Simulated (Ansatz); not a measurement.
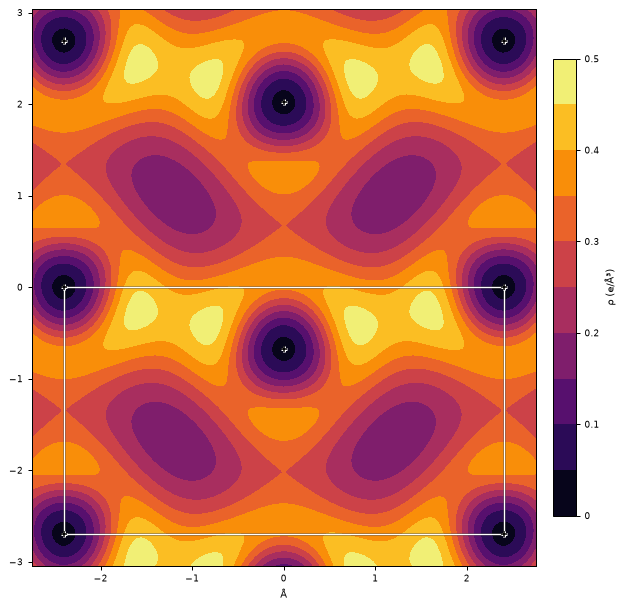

The valence electron density on a plane through atoms (crosses mark nuclei in the plane).

These are results of Kohn-Sham DFT of a periodic cell, HSE06, Ansatz PAW in Ansatz, not measurements.

Candidates:
A. Sb, a = 3.16 Å, b = 3.16 Å, c = 3.16 Å, α = 90.00°, β = 90.00°, γ = 90.00°. Space group Pm-3m; computed pressure about −3 GPa in this cell.
B. Si, a = 4.81 Å, b = 4.81 Å, c = 2.69 Å, α = 90.00°, β = 90.00°, γ = 90.00°. Space group I4₁/amd; a structure from a database of computed crystals, not necessarily the ambient phase; computed pressure about −3 GPa in this cell.
C. As, a = 3.68 Å, b = 3.68 Å, c = 10.33 Å, α = 90.00°, β = 90.00°, γ = 120.00°. Space group R-3m; not relaxed (largest force 0.5 eV/Å); computed pressure about 7 GPa in this cell.

> Which system is this?

Candidate B: Si on the (010) plane of the conventional cell, which holds Si. Si–Si (2.50 Å): ρ at the midpoint is about 0.44 e/Å³.
